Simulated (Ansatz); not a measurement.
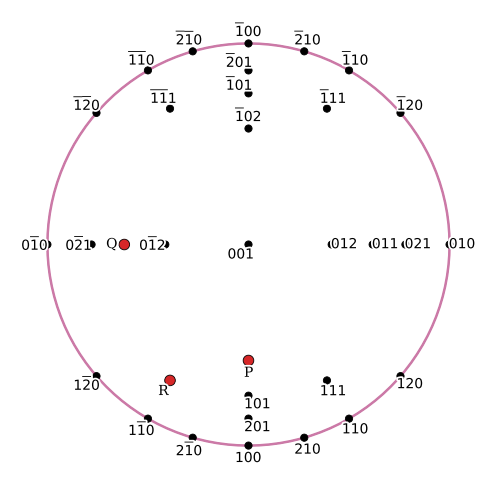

For C, coordinates from a relaxation with DFT PBE, scalar-relativistic, plane waves, PAW (Ansatz 0.2.0): stereographic projection of plane normals (upper hemisphere) centred on (0 0 1). All values are computed from the atomic coordinates in the standard setting (tolerance 0.002 Å).

a = 2.467 Å, b = 4.272 Å, c = 8.529 Å, α = 90.00°, β = 90.00°, γ = 90.00°.

Index the poles marked P, Q, R.

Answer. P is (1 0 2), 60.0° from the centre; Q is (0 −1 1), 63.4° from the centre; R is (1 −1 1), 75.9° from the centre.

Which zone does the coloured great circle trace?

Answer. The zone [0 0 1]: its poles satisfy l = 0.

What is the angle between the normals of (1 −2 0) and (1 −1 1), and what are their d_hkl = 1/|g|?

Answer. 23.6°; d = 1.615 Å and 2.072 Å.
